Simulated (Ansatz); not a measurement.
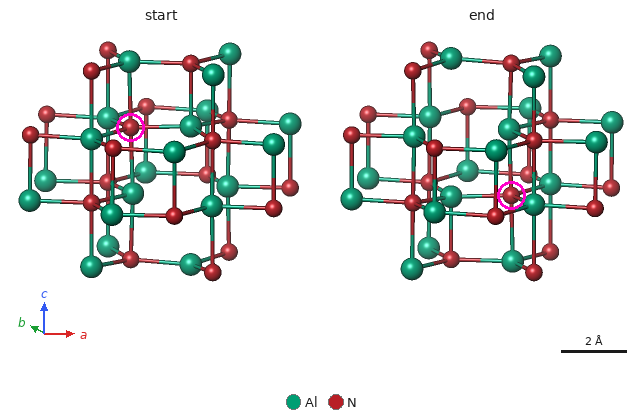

The two relaxed end points of a path for a defect cell of composition Al₁₂N₁₁ with an N vacancy (23 atoms in the cell). A ball-and-stick model of the atoms within 4.4 Å of the middle of the path, seen slightly off an axis. The moving atom is ringed, with any periodic copies. Bonds to atoms that aren't drawn are left out.

Computed with DFT PBE, scalar-relativistic, plane waves, PAW in Ansatz.

Run with plane-wave cutoff 420 eV; k-point mesh 6 × 6 × 2; Gaussian smearing 0.05 eV; 7 movable images; climbing image from the first iteration; force threshold 0.05 eV/Å; iteration limit 60.

Start:
```xyz
23
Lattice="0.0000 -5.7405 0.0000 4.9714 2.8703 0.0000 0.0000 0.0000 8.3738" Properties=species:S:1:pos:R:3 pbc="T T T"
Al    1.6571   -0.9568    3.2421
Al    1.6571   -0.9568    7.2252
Al    4.9714   -0.9568    3.0771
Al    4.9714   -0.9568    7.3901
Al    3.3143   -3.8270    3.0771
Al    3.3143   -3.8270    7.3901
Al    3.2406   -1.8710    1.0467
Al    3.3368   -1.9265    5.2336
Al    1.6571    0.8716    1.0467
Al    1.6571   -4.7578    5.2336
Al    0.0737   -1.8710    1.0467
Al    4.9490    0.9438    5.2336
N     1.6571   -0.9568    5.2336
N     4.9714   -0.9568    1.0467
N     4.9714   -0.9568    5.2336
N     3.3143   -3.8270    1.0467
N     3.3143   -3.8270    5.2336
N     3.2981   -1.9041    3.1423
N     3.2981   -1.9041    7.3249
N     1.6571    0.9380    3.1423
N     1.6571    0.9380    7.3249
N     0.0162   -1.9041    3.1423
N     0.0162   -1.9041    7.3249
```

End:
```
Al N
1.0
     0.00000   -5.74052    0.00000
     4.97144    2.87026    0.00000
     0.00000    0.00000    8.37377
Al N
12 11
Direct
  0.31851 0.33333 0.37500
  0.33785 0.33333 0.87500
  0.68149 0.01483 0.37500
  0.66215 0.99548 0.87500
  0.00000 0.65184 0.37500
  0.00000 0.67119 0.87500
  0.66667 0.66667 0.13253
  0.66667 0.66667 0.61747
  0.00000 0.33333 0.11283
  0.00000 0.33333 0.63717
  0.33333 0.00000 0.13253
  0.33333 0.00000 0.61747
  0.33007 0.33333 0.62526
  0.66993 0.00326 0.12474
  0.66993 0.00326 0.62526
  0.00000 0.66340 0.12474
  0.00000 0.66340 0.62526
  0.66667 0.66667 0.37500
  0.66667 0.66667 0.87500
  0.33007 0.33333 0.12474
  0.00000 0.33333 0.87500
  0.33333 0.00000 0.37500
  0.33333 0.00000 0.87500
```

> What barrier does the band find between them, and by what path?

The barrier is about 3.10 eV in both directions, with image 4 at the top; the ends have the same energy. It is a vacancy jump: a nearby atom moves into the empty site and leaves its own site empty. An N atom travels furthest, 2.81 Å from end to end, along [3 0 −2], on a straight line. At the highest image its nearest neighbour (Al) is 1.77 Å away, against 1.90 Å at the start, and the surrounding atoms stand up to 0.40 Å off the mean of their end positions. The band is converged.

Energies of the converged images:

```
image  path (Å)  E (eV)
    0      0.00   0.000
    1      0.45   0.187
    2      0.89   1.133
    3      1.34   2.431
    4      1.79   3.102
    5      2.24   2.431
    6      2.68   1.133
    7      3.13   0.187
    8      3.58   0.000
```

The geometry at the top of the path:

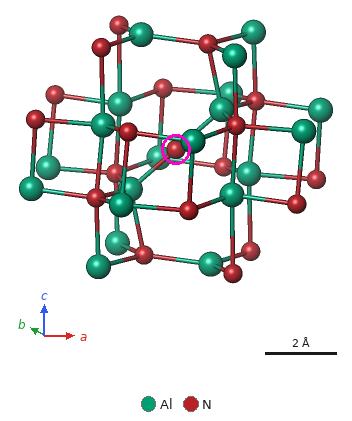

Limits of the set-up: the cell has an odd number of electrons but was run without spin polarisation; the k-point mesh is coarse for a cell with partly filled bands; the periodic images lie only 5.7 Å apart, so the values are limited by the cell's size.

Cost: 9.4 min on 4 threads of Intel(R) Xeon(R) Platinum 8375C CPU @ 2.90GHz (Ice Lake), with other jobs on the host, peak memory 2.8 GiB.
